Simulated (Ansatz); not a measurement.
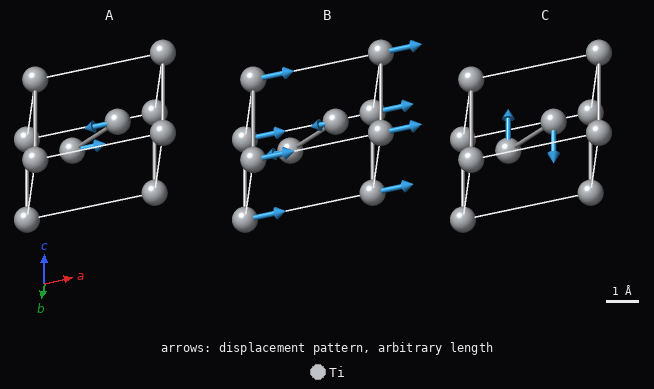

Modes of a crystal of Ti, space group P6/mmm (No. 191), at the zone centre (one member of each degenerate set). Displacements are drawn as blue arrows; their common scale and sign are arbitrary. The picture is a ball-and-stick view of the cell of the calculation, seen from a free direction.

All numbers below come from DFT PBEsol, scalar-relativistic, plane waves, PAW (Ansatz).

The frequencies depend somewhat on the k-mesh and the smearing.

### Give the symmetry species and the selection rules of each.

A is E₂g, Raman-active by symmetry (190 cm⁻¹). B is E₁u, infrared-active by symmetry (171 cm⁻¹). C is B₁g, silent by symmetry (neither infrared- nor Raman-active) (124 cm⁻¹). The crystal has a centre of inversion, so no mode is both. In a metal the free carriers screen the infrared response.
